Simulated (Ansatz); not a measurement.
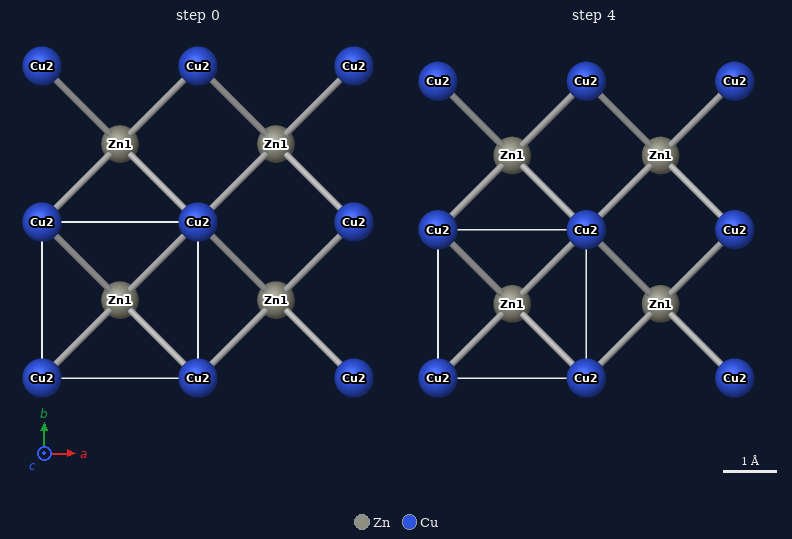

The structure of crystalline ZnCu (set up in Pm-3m) before (left) and after (right) a relaxation, at one scale.

Style: ball-and-stick. Shown: the cell of the calculation, repeated 2 × 2 × 1 with one cell outlined, along the c axis.

The run lets cell and atoms move.

The calculation used Kohn-Sham DFT of a periodic cell, PBE, Ansatz PAW in Ansatz 0.2.0.

Input file:
```yaml
crystal:
  lattice:
    - [2.945, 0.0, 0.0]
    - [0.0, 2.945, 0.0]
    - [0.0, 0.0, 2.945]
  atoms:
    - { symbol: Zn, position: [0.5, 0.5, 0.5] }
    - { symbol: Cu, position: [0.0, 0.0, 0.0] }
hamiltonian:
  xc: pbe
  pseudopotentials: { kind: paw }
kpoints:
  mp_grid: { grid: [9, 9, 9] }
scf:
  occupations: { method: fermi_dirac, width: 0.05 }
output:
  forces: true
  stress: true
  eigenvalues: true
relax:
  f_tol: 0.01
  max_steps: 40
  cell: { stress_tol: 0.05, p_target: 30.0 }
```

Run as
```bash
ansatz run input.yaml --threads 2 --pin off --max-ram 5632MiB --backend cpu --events-out ev --progress --plain --runs-dir out
```

Q: Describe what moved and what it gained.

A: The energy rises by 160 meV per atom in 3 accepted moves (4 points after the start). With the target pressure of 30 GPa, the enthalpy E + pV changes by −174 meV per atom. All forces vanish by symmetry, so only the cell relaxes. The pressure goes from 2.55 to 30.00 GPa. The SCF was repeated once at an unchanged geometry on a basis and grid sized afresh for the cell, which shifted the energy by 2.0 meV per atom at most. The atoms keep their places relative to the cell (all moves are under 0.005 Å). Cell: a = b = c 2.945 → 2.801 Å (−4.9 %). Volume −14.0 %. Near-neighbour distances that change, for instance: Zn1–Cu2 2.550 → 2.426 Å. The space group stays Pm-3m (No. 221). Cost: 3 s on 2 threads of Intel(R) Xeon(R) Platinum 8488C (Sapphire Rapids), with other jobs on the host, peak memory 0.38 GiB.
